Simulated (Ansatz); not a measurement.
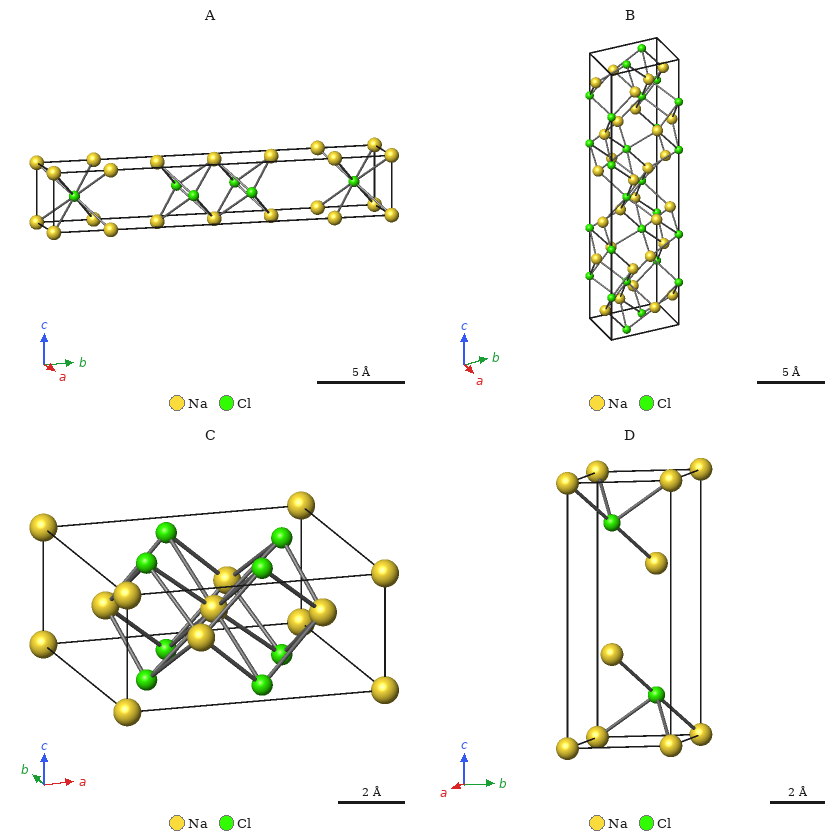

Four structures of Na$_{3}$Cl$_{2}$, each relaxed to rest (conventional cells in solid outline, small ones repeated, each panel with its own scale). Method: DFT PBE, scalar-relativistic, plane waves, PAW (Ansatz), without spin polarisation.

Name the structure in each panel.

A: 10 atoms a cell on a base-centred orthorhombic lattice, Cmmm; B: 30 atoms a cell on a rhombohedral (trigonal R) lattice, R-3c; C: 10 atoms a cell on a primitive tetragonal lattice, P4/m; D: 5 atoms a cell on a primitive hexagonal lattice, P-3m1.

Which of these is lowest in energy, and how far above it do the others lie?

D, then A (+104 meV/atom), B (+119 meV/atom) and C (+156 meV/atom), energies at zero smearing.

Collect the results in a table.

| panel | structure | E − E(lowest) (meV/atom) | volume (Å³/atom) | gap (eV) |
| --- | --- | --- | --- | --- |
| D | P-3m1 | 0 | 27.3 | metal |
| A | Cmmm | 104 | 25.3 | metal |
| B | R-3c | 119 | 29.5 | metal |
| C | P4/m | 156 | 24.9 | metal |

Some of these may be structure types tried for this composition rather than known phases, and the most stable form need not be among them. Gaps are taken on the k-mesh or band path of each run.
